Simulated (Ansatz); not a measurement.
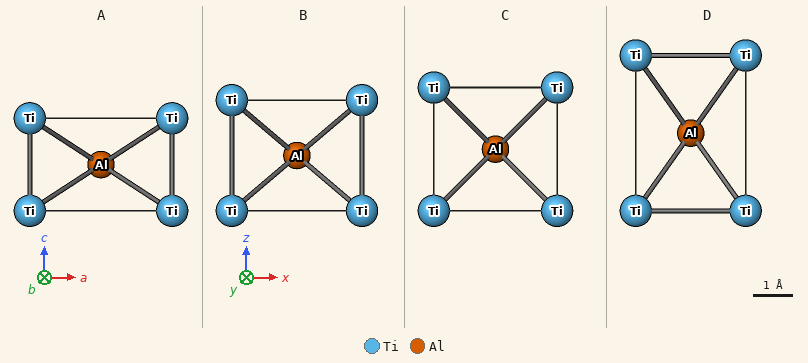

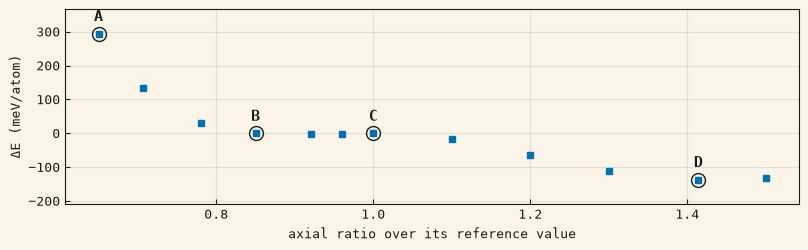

A crystal of TiAl (Pm-3m): the ratio of the cell's length along z to its lengths across, counted as 1 for the reference, is changed at fixed volume (a tetragonal or Bain path), with the atoms kept at their fractional coordinates. x, y and z are the Cartesian axes of the input. The lettered frames are marked on the plot. The picture is a ball-and-stick view of the cell of the calculation, seen along the b axis.

These are results of DFT r2SCAN, scalar-relativistic, plane waves, PAW (Ansatz 0.2.0), not measurements. Settings: plane-wave cutoff 500 eV; k-point mesh 22 × 22 × 22; occupations gaussian; smearing width 0.15 eV; no spin polarisation. Energies (free energies at the smearing named) are counted from the relaxed crystal.

Read off the main features of the energy profile.

Answer. Of the computed points the lowest is at the relative ratio 1.414, −137 meV/atom. The distortion takes the space group from Pm-3m to P4/mmm. At the relative ratio 1.50 the cell of the drawing goes a 3.171 → 2.770 Å, b 3.171 → 2.770 Å, c 3.171 → 4.156 Å.

The computed points:

| axial ratio over its reference value | ΔE (meV/atom) |
| --- | --- |
| 0.650 | 295 |
| 0.707 | 135 |
| 0.780 | 29 |
| 0.850 | 0 |
| 0.920 | −3 |
| 0.960 | −1 |
| 1.000 | 0 |
| 1.100 | −18 |
| 1.200 | −65 |
| 1.300 | −110 |
| 1.414 | −137 |
| 1.500 | −133 |
